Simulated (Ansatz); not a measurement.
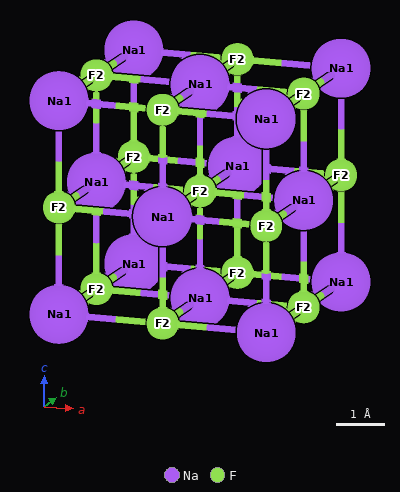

Figure 1. The input geometry (ball-and-stick view of the cell 4 times as large as that of the calculation, set on its symmetry axes, seen slightly off an axis; atoms are numbered from 1 in the order of the input). Near neighbours in the crystal (not all of them lie inside the picture): Na has 6 F at 2.32 Å; F has 6 Na at 2.32 Å.

# Geometry relaxation of NaF (part 1 of 2)

The run: geometry relaxation of NaF (Fm-3m, 2 atoms in the cell). Method and program: DFT PBE, scalar-relativistic, plane waves, PAW, no spin polarisation (Ansatz 0.2.0).

The structure derives from an entry of the Crystallography Open Database. Figures and captions count atoms from 1; the log counts them from 0 in places.

Input file:
```yaml
crystal:
  lattice:
    - [0.0, 2.32, 2.32]
    - [2.32, 0.0, 2.32]
    - [2.32, 2.32, 0.0]
  atoms:
    - { symbol: Na, position: [0.0, 0.0, 0.0] }
    - { symbol: F, position: [0.5, 0.5, 0.5] }
basis:
  ecutwfc: 420
kpoints:
  mp_grid: { grid: [8, 8, 8] }
hamiltonian:
  xc: pbe
scf:
  occupations: { method: gaussian, width: 0.02 }
output:
  forces: true
  stress: true
  eigenvalues: true
  write_density: true
  write_potential: true
  elf: true
  volumetric_format: npy
relax:
  adjacent_minimum: "off"
  f_tol: 0.005
  max_steps: 80
  cell: { stress_tol: 0.05 }
```

Run as:
```bash
ansatz run input.yaml --threads 2 --pin off --max-ram 5120MiB --backend cpu --events-out ev --progress --plain --runs-dir out
```

Output:
```
Engine: ansatz 0.2.0, x86_64-unknown-linux-gnu
Pseudopotentials: kind: paw
Pseudopotential: Na, paw, valence charge 9, recommended cutoff 420 eV (normal), Na.paw.azcp
Pseudopotential: F, paw, valence charge 7, recommended cutoff 420 eV (normal), F.paw.azcp
Functional definition: PBE
  parameter kappa = 0.804
  parameter beta = 0.06672455060314922
  exchange = pbe_x(kappa = kappa, mu = beta*pi^2/3)
  correlation = pbe_c(beta = beta)
Crystal: 2 atoms, lattice volume = 24.974 Å³
Basis set: ecut = 420 eV, 531 PW (Γ), exchange–correlation on 48×48×48 points (8 copies of the dense FFT grid, shifted against one another)
Bands: 12, of which v1, the nominal top of the filled ones, is band 8 counted from 1 (7 counted from 0)
Symmetry: 48 space group operations
Space group: Fm-3m (ITA 225), of the structure as read, at distance tolerance 2.9e-5 Å
k-points: 29 of 512
Non-local potential: Na, projectors of the file, l = 0: 3, l = 1: 2, l = 2: 1
Non-local potential: F, projectors of the file, l = 0: 2, l = 1: 2, l = 2: 1
PAW form: soft (Blöchl's): semilocal exchange-correlation on the pseudo side does not see the compensation charge
PAW one-centre angular grid: Na, 110 points (default); XC on 64 Gauss nodes
PAW one-centre angular grid: F, 110 points (default); XC on 64 Gauss nodes
Initial density: superposition of atomic densities (neutral atoms: chi_scale 0, normalization atom), corrected by the library's trained network
Initial wavefunctions: pseudopotential atomic-orbital guess
Functional: x = pbe(κ = 0.804, μ = 0.2195149727645171), c = pbe(β = 0.06672455060314922)
SCF iter   1: F=—  HF=-2297.425551 eV  |F-HF|=—  |Δ(HF+E_count)|=         —  Δρ=7.39e-4  dr2=8.92e-5  ethr=1.77e-3  ⟨swp⟩=5.9  Hψ=1970  notcnv=0
preconditioner: auto → none  [insulator: Δε(μ)=6.290 eV  Ē_g=26.380 eV  σ=0.020 eV  W_gap=1.00  n_scr=8 (ndim 8)  ℏωp=27.8 eV  f_vac=0.108  D(μ)=0.00/eV (n_scr^D=0)  ε∞_Penn≈2.1]
SCF iter   2: F=—  HF=-2297.425203 eV  |F-HF|=—  |Δ(HF+E_count)|=   3.48e-4  Δρ=9.98e-4  dr2=1.38e-4  ethr=5.57e-7  ⟨swp⟩=2.3  Hψ=862  notcnv=0
SCF iter   3: F=—  HF=-2297.425178 eV  |F-HF|=—  |Δ(HF+E_count)|=   2.48e-5  Δρ=3.27e-4  dr2=1.21e-5  ethr=5.57e-7  ⟨swp⟩=2.0  Hψ=427  notcnv=0
SCF iter   4: F=—  HF=-2297.425194 eV  |F-HF|=—  |Δ(HF+E_count)|=   1.53e-5  Δρ=4.19e-5  dr2=1.40e-7  ethr=7.54e-8  ⟨swp⟩=2.8  Hψ=545  notcnv=0
SCF iter   5: F=—  HF=-2297.425195 eV  |F-HF|=—  |Δ(HF+E_count)|=   1.40e-6  Δρ=4.12e-5  dr2=2.85e-7  ethr=8.76e-10  ⟨swp⟩=2.0  Hψ=554  notcnv=0
SCF iter   6: F=-2297.425195 eV  HF=-2297.425195 eV  |F-HF|=2.97e-8  |Δ(HF+E_count)|=   7.75e-8  Δρ=1.38e-5  dr2=3.27e-8  ethr=6.25e-10  ⟨swp⟩=5.0  Hψ=1737  notcnv=0
SCF 1 converged in 6 iterations: F = -2297.425195 eV  dr2 = 3.27e-8
  greatest PAW one-centre occupation: 0.999 electrons in one spin orbital (limit 2), on the Na atom at site 0 (counted from 0), in its partial waves of l = 0
relax step   1: F+E_penalty+E_count = -2297.42519486 eV  Δ(F+E_penalty+E_count) = +0.000e0 eV  max|allowed force component| = 1.809e-29 eV/Å  Δτ_max = 0.0000 Å  P = +1.922 GPa  Ω = 24.974 Å³  (6 SCF iters, dr2 threshold 1.00e-7 eV, accepted)
Crystal: 2 atoms, lattice volume = 25.324 Å³
Initial density: handed on by an earlier stage of this run
Initial wavefunctions: those handed on with the density
iter 1 solved again at ethr=2.16e-6 eV; its pass at ethr=3.10e-3 eV (dr2=3.45e-4 eV) is discarded
SCF iter   1: F=—  HF=-2297.427670 eV  |F-HF|=—  |Δ(HF+E_count)|=         —  Δρ=1.23e-3  dr2=3.94e-4  ethr=2.16e-6  ⟨swp⟩=2.2  Hψ=2460  notcnv=0
preconditioner: auto → none  [insulator: Δε(μ)=6.249 eV  Ē_g=26.262 eV  σ=0.020 eV  W_gap=1.00  n_scr=8 (ndim 8)  ℏωp=27.6 eV  f_vac=0.108  D(μ)=0.00/eV (n_scr^D=0)  ε∞_Penn≈2.1]
SCF iter   2: F=—  HF=-2297.427515 eV  |F-HF|=—  |Δ(HF+E_count)|=   1.55e-4  Δρ=8.54e-4  dr2=7.71e-5  ethr=2.16e-6  ⟨swp⟩=2.0  Hψ=630  notcnv=0
SCF iter   3: F=—  HF=-2297.427470 eV  |F-HF|=—  |Δ(HF+E_count)|=   4.46e-5  Δρ=2.52e-4  dr2=1.01e-5  ethr=4.82e-7  ⟨swp⟩=2.0  Hψ=436  notcnv=0
SCF iter   4: F=—  HF=-2297.427469 eV  |F-HF|=—  |Δ(HF+E_count)|=   1.56e-6  Δρ=1.02e-4  dr2=1.57e-6  ethr=6.30e-8  ⟨swp⟩=1.1  Hψ=353  notcnv=0
SCF iter   5: F=-2297.427469 eV  HF=-2297.427469 eV  |F-HF|=2.62e-8  |Δ(HF+E_count)|=   3.41e-8  Δρ=1.81e-5  dr2=5.74e-8  ethr=1.25e-9  ⟨swp⟩=5.0  Hψ=1963  notcnv=0
SCF 2 converged in 5 iterations: F = -2297.427469 eV  dr2 = 5.74e-8
relax step   2: F+E_penalty+E_count = -2297.42746888 eV  Δ(F+E_penalty+E_count) = -2.274e-3 eV  max|allowed force component| = 5.627e-29 eV/Å  Δτ_max = 0.0000 Å  P = +1.110 GPa  Ω = 25.324 Å³  energy of the carried Pulay correction = -1.025e-3 eV  (5 SCF iters, dr2 threshold 2.00e-7 eV, accepted)
Crystal: 2 atoms, lattice volume = 25.817 Å³
iter 1 solved again at ethr=4.77e-6 eV; its pass at ethr=3.10e-3 eV (dr2=7.63e-4 eV) is discarded
SCF iter   1: F=—  HF=-2297.428149 eV  |F-HF|=—  |Δ(HF+E_count)|=         —  Δρ=1.72e-3  dr2=7.92e-4  ethr=4.77e-6  ⟨swp⟩=1.2  Hψ=2483  notcnv=0
preconditioner: auto → none  [insulator: Δε(μ)=6.160 eV  Ē_g=26.105 eV  σ=0.020 eV  W_gap=1.00  n_scr=8 (ndim 8)  ℏωp=27.3 eV  f_vac=0.126  D(μ)=0.00/eV (n_scr^D=0)  ε∞_Penn≈2.1]
SCF iter   2: F=—  HF=-2297.427840 eV  |F-HF|=—  |Δ(HF+E_count)|=   3.09e-4  Δρ=1.21e-3  dr2=1.59e-4  ethr=4.77e-6  ⟨swp⟩=2.1  Hψ=639  notcnv=0
SCF iter   3: F=—  HF=-2297.427787 eV  |F-HF|=—  |Δ(HF+E_count)|=   5.35e-5  Δρ=3.59e-4  dr2=2.15e-5  ethr=9.92e-7  ⟨swp⟩=2.0  Hψ=441  notcnv=0
SCF iter   4: F=—  HF=-2297.427783 eV  |F-HF|=—  |Δ(HF+E_count)|=   3.21e-6  Δρ=1.47e-4  dr2=3.36e-6  ethr=1.34e-7  ⟨swp⟩=1.2  Hψ=358  notcnv=0
SCF iter   5: F=-2297.427783 eV  HF=-2297.427783 eV  |F-HF|=6.23e-8  |Δ(HF+E_count)|=   8.36e-8  Δρ=2.61e-5  dr2=1.22e-7  ethr=1.25e-9  ⟨swp⟩=5.0  Hψ=1982  notcnv=0
SCF 3 converged in 5 iterations: F = -2297.427783 eV  dr2 = 1.22e-7
relax step   3: F+E_penalty+E_count = -2297.42778334 eV  Δ(F+E_penalty+E_count) = -3.145e-4 eV  max|allowed force component| = 7.330e-30 eV/Å  Δτ_max = 0.0000 Å  P = +0.032 GPa  Ω = 25.817 Å³  energy of the carried Pulay correction = -2.450e-3 eV  (5 SCF iters, dr2 threshold 2.00e-7 eV, accepted)
Initial wavefunctions: pseudopotential atomic-orbital guess (no wavefunctions were taken with the density)
iter 1 solved again at ethr=7.59e-7 eV; its pass at ethr=3.10e-3 eV (dr2=1.21e-4 eV) is discarded
SCF iter   1: F=—  HF=-2297.428967 eV  |F-HF|=—  |Δ(HF+E_count)|=         —  Δρ=6.64e-4  dr2=9.33e-6  ethr=7.59e-7  ⟨swp⟩=2.1  Hψ=2794  notcnv=0
preconditioner: auto → none  [insulator: Δε(μ)=6.124 eV  Ē_g=26.117 eV  σ=0.020 eV  W_gap=1.00  n_scr=8 (ndim 8)  ℏωp=27.3 eV  f_vac=0.117  D(μ)=0.00/eV (n_scr^D=0)  ε∞_Penn≈2.1]
SCF iter   2: F=—  HF=-2297.430528 eV  |F-HF|=—  |Δ(HF+E_count)|=   1.56e-3  Δρ=3.31e-4  dr2=6.01e-6  ethr=5.83e-8  ⟨swp⟩=2.0  Hψ=607  notcnv=0
SCF iter   3: F=—  HF=-2297.430815 eV  |F-HF|=—  |Δ(HF+E_count)|=   2.87e-4  Δρ=2.00e-4  dr2=5.07e-7  ethr=3.76e-8  ⟨swp⟩=2.0  Hψ=435  notcnv=0
SCF iter   4: F=—  HF=-2297.431028 eV  |F-HF|=—  |Δ(HF+E_count)|=   2.13e-4  Δρ=3.86e-5  dr2=5.73e-8  ethr=3.17e-9  ⟨swp⟩=2.0  Hψ=544  notcnv=0
SCF iter   5: F=—  HF=-2297.431034 eV  |F-HF|=—  |Δ(HF+E_count)|=   6.11e-6  Δρ=5.34e-6  dr2=2.48e-9  ethr=3.58e-10  ⟨swp⟩=2.0  Hψ=440  notcnv=0
SCF iter   6: F=—  HF=-2297.431034 eV  |F-HF|=—  |Δ(HF+E_count)|=   9.99e-8  Δρ=5.15e-7  dr2=2.31e-11  ethr=1.55e-11  ⟨swp⟩=2.7  Hψ=521  notcnv=0
SCF iter   7: F=-2297.431034 eV  HF=-2297.431034 eV  |F-HF|=2.27e-12  |Δ(HF+E_count)|=  3.77e-10  Δρ=4.78e-8  dr2=2.53e-13  ethr=1.00e-12  ⟨swp⟩=4.9  Hψ=1239  notcnv=0
SCF 4 converged in 7 iterations: F = -2297.431034 eV  dr2 = 2.53e-13
relax step   4: F+E_penalty+E_count = -2297.43103427 eV  Δ(F+E_penalty+E_count) = -3.251e-3 eV  max|allowed force component| = 1.062e-29 eV/Å  Δτ_max = 0.0000 Å  P = +0.277 GPa  Ω = 25.817 Å³  stress off target by 2.77e-1 GPa  SCF on the basis re-selected at this cell (its energy is not comparable with the rows above)  (7 SCF iters)
basis re-selected at this cell: Δ(F+E_penalty+E_count) = -3.251e-3 eV, ΔP = +0.246 GPa vs the last step (what re-selecting the basis moved, of the pressure what is left beyond the Pulay correction that the steps carried, after the strain that the cell walked since its last selection, with what the two solves' SCF thresholds leave and, on support functions, any second-order correction that the steps lacked; it is no measure of the basis error at this ecutwfc). This SCF's stress stands 2.77e-1 GPa from its target on what of the cell is left free (relax.cell.stress_tol is 5.00e-2 GPa) and its largest allowed force component is 1.06e-29 eV/Å (relax.f_tol is 5.00e-3 eV/Å): not within both, so this SCF does not close the relaxation
Crystal: 2 atoms, lattice volume = 25.947 Å³
iter 1 solved again at ethr=3.45e-7 eV; its pass at ethr=3.10e-3 eV (dr2=5.52e-5 eV) is discarded
SCF iter   1: F=—  HF=-2297.430831 eV  |F-HF|=—  |Δ(HF+E_count)|=         —  Δρ=4.57e-4  dr2=5.64e-5  ethr=3.45e-7  ⟨swp⟩=2.6  Hψ=2387  notcnv=0
preconditioner: auto → none  [insulator: Δε(μ)=6.104 eV  Ē_g=26.072 eV  σ=0.020 eV  W_gap=1.00  n_scr=8 (ndim 8)  ℏωp=27.3 eV  f_vac=0.126  D(μ)=0.00/eV (n_scr^D=0)  ε∞_Penn≈2.1]
SCF iter   2: F=—  HF=-2297.430796 eV  |F-HF|=—  |Δ(HF+E_count)|=   3.53e-5  Δρ=3.40e-4  dr2=1.28e-5  ethr=3.45e-7  ⟨swp⟩=2.0  Hψ=542  notcnv=0
SCF iter   3: F=—  HF=-2297.430793 eV  |F-HF|=—  |Δ(HF+E_count)|=   3.02e-6  Δρ=9.47e-5  dr2=1.52e-6  ethr=8.01e-8  ⟨swp⟩=2.0  Hψ=440  notcnv=0
SCF iter   4: F=-2297.430793 eV  HF=-2297.430793 eV  |F-HF|=1.58e-8  |Δ(HF+E_count)|=   2.78e-7  Δρ=3.48e-5  dr2=1.74e-7  ethr=1.20e-9  ⟨swp⟩=5.9  Hψ=1819  notcnv=0
SCF 5 converged in 4 iterations: F = -2297.430793 eV  dr2 = 1.74e-7
relax step   5: F+E_penalty+E_count = -2297.43079267 eV  Δ(F+E_penalty+E_count) = +2.416e-4 eV  max|allowed force component| = 6.771e-30 eV/Å  Δτ_max = 0.0000 Å  P = +0.036 GPa  Ω = 25.947 Å³  energy of the carried Pulay correction = -3.681e-4 eV  (4 SCF iters, dr2 threshold 1.92e-7 eV, accepted)
iter 1 solved again at ethr=5.51e-7 eV; its pass at ethr=3.10e-3 eV (dr2=8.81e-5 eV) is discarded
SCF iter   1: F=—  HF=-2297.431195 eV  |F-HF|=—  |Δ(HF+E_count)|=         —  Δρ=4.78e-5  dr2=3.03e-7  ethr=5.51e-7  ⟨swp⟩=2.4  Hψ=2803  notcnv=0
preconditioner: auto → none  [insulator: Δε(μ)=6.093 eV  Ē_g=26.074 eV  σ=0.020 eV  W_gap=1.00  n_scr=8 (ndim 8)  ℏωp=27.3 eV  f_vac=0.121  D(μ)=0.00/eV (n_scr^D=0)  ε∞_Penn≈2.1]
SCF iter   2: F=—  HF=-2297.431180 eV  |F-HF|=—  |Δ(HF+E_count)|=   1.52e-5  Δρ=4.05e-5  dr2=2.51e-7  ethr=1.90e-9  ⟨swp⟩=2.0  Hψ=580  notcnv=0
SCF iter   3: F=—  HF=-2297.431180 eV  |F-HF|=—  |Δ(HF+E_count)|=   4.68e-8  Δρ=1.51e-5  dr2=1.96e-8  ethr=1.57e-9  ⟨swp⟩=2.0  Hψ=419  notcnv=0
SCF iter   4: F=—  HF=-2297.431180 eV  |F-HF|=—  |Δ(HF+E_count)|=   1.32e-8  Δρ=4.26e-6  dr2=2.65e-9  ethr=1.22e-10  ⟨swp⟩=2.0  Hψ=553  notcnv=0
SCF iter   5: F=—  HF=-2297.431180 eV  |F-HF|=—  |Δ(HF+E_count)|=  6.89e-10  Δρ=2.28e-6  dr2=7.71e-10  ethr=1.66e-11  ⟨swp⟩=2.2  Hψ=447  notcnv=0
SCF iter   6: F=-2297.431180 eV  HF=-2297.431180 eV  |F-HF|=5.91e-12  |Δ(HF+E_count)|=  2.17e-10  Δρ=2.08e-7  dr2=5.01e-12  ethr=1.00e-12  ⟨swp⟩=3.8  Hψ=1576  notcnv=0
SCF 6 converged in 6 iterations: F = -2297.431180 eV  dr2 = 5.01e-12
relax step   6: F+E_penalty+E_count = -2297.43117957 eV  Δ(F+E_penalty+E_count) = -3.869e-4 eV  max|allowed force component| = 7.428e-30 eV/Å  Δτ_max = 0.0000 Å  P = +0.049 GPa  Ω = 25.947 Å³  stress off target by 4.92e-2 GPa  SCF on the basis re-selected at this cell (its energy is not comparable with the rows above)  (6 SCF iters)
```
